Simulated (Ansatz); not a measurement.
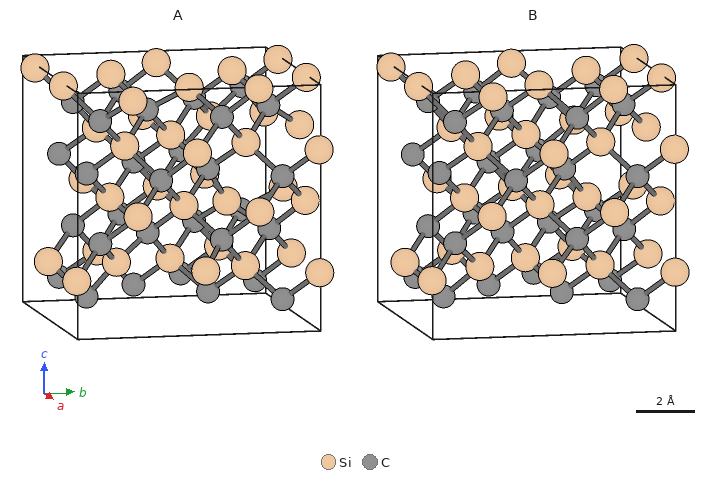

Two geometries of a defect cell of composition Si16C15 (cell charge +4), drawn at one scale. One is the start of a relaxation, the other its converged end. The picture is a ball-and-stick view of the larger cell on standard axes (2 times the calculation's cell) (origin shifted), seen slightly off an axis.

The calculation used DFT PBEsol, scalar-relativistic, plane waves, PAW (Ansatz). Set-up: plane-wave cutoff 420 eV; k-point mesh 2 × 2 × 2; occupations gaussian; smearing width 0.02 eV; mesh shifted by (0.5, 0.5, 0.5); collinear spin; atoms relaxed in a fixed cell; force threshold 0.03 eV/Å; at most 40 steps.

Which geometry has the lower energy?

Structure A is the relaxed one. The atom that moves furthest is a Si atom (0.37 Å along [−2 −2 1]). Largest moves by element: Si 0.37 Å, C 0.09 Å. The cell doesn't change. Some distances before and after: Si–Si 2.993 → 3.693 Å, Si–Si 3.025 → 3.693 Å, C–Si 1.919 → 1.810 Å, C–Si 1.896 → 1.810 Å. Bond angles that change, for instance: Si–C–Si 108.7° → 98.0°, Si–C–Si 108.5° → 98.0°, Si–C–Si 107.4° → 98.0°. The energy falls by 1.168 eV per cell of the calculation in 5 accepted moves (9 points after the start). The largest force component goes from 0.97 to 0.025 eV/Å. The line search rejected the trial steps at points 4, 6 of the run. 2 steps only repeated the SCF at the same geometry. The program noted that the starting moments weren't kept. Cost: 62 s on 8 threads of Arm Neoverse V2 (shared host), peak memory 1.4 GiB.

Limits of the set-up: the periodic images lie only 7.5 Å apart, so the values are limited by the cell's size; the cell is charged, on a uniform background, and energies carry no finite-size correction.
